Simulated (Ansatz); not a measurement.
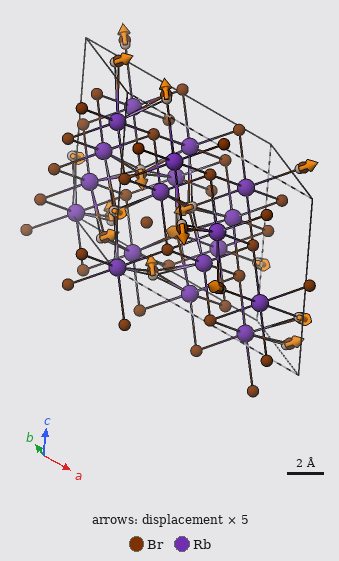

This is a relaxation of a defect cell of composition Rb15Br17 (cell charge +2). The starting structure is drawn faded, the final one solid; orange arrows show the displacements, magnified 5 times.

The picture is a ball-and-stick view of the cell of the calculation (origin shifted), seen slightly off an axis.

Case: Br on a Rb site (a), charge +2, atoms relaxed at the host's cell.

Theory: Ansatz, DFT PBE, scalar-relativistic, plane waves, PAW. (plane-wave cutoff 420 eV; k-point mesh 2 × 2 × 2; occupations gaussian; smearing width 0.01 eV; mesh shifted by (0.5, 0.5, 0.5); no spin polarisation; atoms relaxed in a fixed cell; force threshold 0.025 eV/Å; at most 45 steps)

Which element moves most?

Answer. Bromine: up to 0.26 Å, against 0.04 Å for rubidium.

What did the optimiser do to the structure, and how much energy did it gain?

Answer. After 3 accepted moves (5 points after the start) the energy has fallen by 0.303 eV per cell of the calculation. Largest force component: 0.23 eV/Å at the start, 0.0094 eV/Å at the end. The line search rejected the trial step at point 4 of the run. 1 step only repeated the SCF at the same geometry. The forces were under the threshold at step 2, but the run went on from there. The largest moves, 0.26 Å, are those of Br atoms. Largest moves by element: Br 0.26 Å, Rb 0.04 Å. The lattice vectors keep their values. Among the contacts that change: Br–Rb 3.796 → 4.061 Å, Br–Rb 3.520 → 3.583 Å, Br–Rb 3.505 → 3.478 Å. Bond angles that change, for instance: Br–Rb–Br 80.5° → 71.2°, Rb–Br–Rb 170.5° → 161.2°, Br–Rb–Br 175.2° → 170.1°. The run took 2.2 min on 4 threads of Arm Neoverse V1, with other jobs on the host, peak memory 2.5 GiB.

Limits of the set-up: the cell is charged, on a uniform background, and energies carry no finite-size correction.
